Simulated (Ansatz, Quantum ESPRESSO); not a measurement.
# 1T-HfS2, 2 layers, AA stacking: the gap on the mesh at a withheld member of a series

Method. Quantum ESPRESSO 7.5, PBE, SG15 norm-conserving. Cell and atoms are relaxed under PBE-D3(BJ) (GBRV files) and held. Screened hybrids with norm-conserving files, screening 0.106 per bohr, fixed occupations, a 9×9×1 mesh with exchange on 3×3×1 q points. Levels count from the potential in the middle of the vacuum. The series steps the share of short-range exact exchange (0.25 is HSE06, 0 is PBE).

| share of short-range exact exchange | gap on the mesh (eV) |
| --- | --- |
| 0 | 1.153 |
| 0.125 | 1.470 |
| 0.3 | 1.929 |
| 0.4 | 2.198 |

One more run was made and is withheld. What is the gap on the mesh at 0.25?

**Worked estimate.** The rows at 0.125 and 0.3 give a slope of (1.929 − (1.470))/(0.3 − (0.125)) = 2.623, so a straight line gives 1.798 eV. A parabola through these and the row at 0 gives 1.796 eV.

**The withheld run.** 1.796 eV. The line misses by +0.002 and the parabola by 0.000 eV. Both misses are under 5 % of the step from the nearer row.

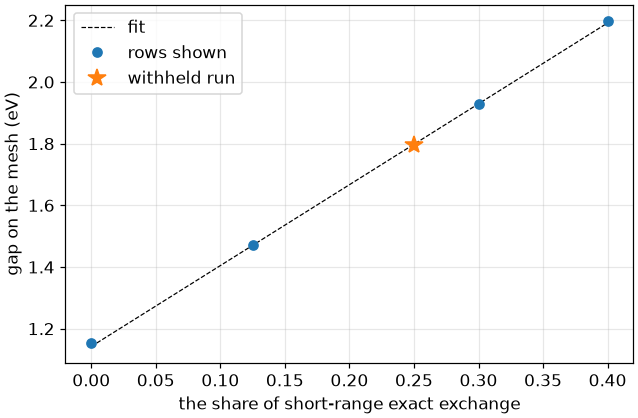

The rows shown, the fit and the withheld run.

**Limits.** Gaps are those of the mesh; no spin-orbit coupling; the q mesh was not tested; the geometry stays that of PBE-D3(BJ).
